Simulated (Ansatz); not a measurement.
Ge (Pm-3m, No. 221): coordinates from a relaxation with Ansatz, DFT, PBEsol, plane waves (420 eV) with PAW, scalar-relativistic; the starting structure was generated, so it need not be a known form of this composition.

```cif
data_structure
_symmetry_space_group_name_H-M 'Pm-3m'
_symmetry_Int_Tables_number 221
_cell_length_a 2.6686
_cell_length_b 2.6686
_cell_length_c 2.6686
_cell_angle_alpha 90.000
_cell_angle_beta 90.000
_cell_angle_gamma 90.000
_cell_volume 19.01
loop_
_atom_site_label
_atom_site_type_symbol
_atom_site_symmetry_multiplicity
_atom_site_Wyckoff_symbol
_atom_site_fract_x
_atom_site_fract_y
_atom_site_fract_z
_atom_site_occupancy
Ge1 Ge 1 a 0.00000 0.00000 0.00000 1
```

Question: What will a dark-field STEM-like image along [110] show? Simulation: incoherent imaging, intensity Z^1.7 per atom, probe width 1.08 Å, thin sample. The probe carries 15 % of its weight in a tail 2.5 times as wide. Shot noise and the speckle of an amorphous layer were added.

Answer: The columns repeat on a rectangular net of 1.89 × 2.67 Å (plane group p2mm). All columns are alike (Ge). The shortest distance between visible columns is 1.89 Å in projection. Along the beam the structure repeats every 3.77 Å.

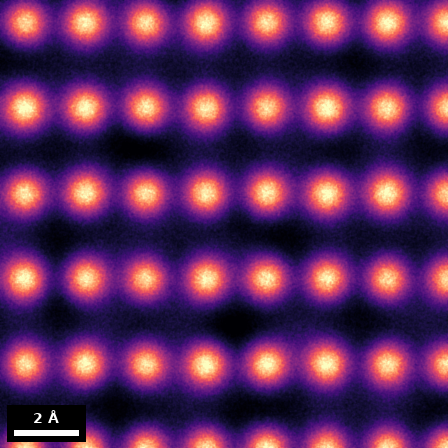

The simulated image.
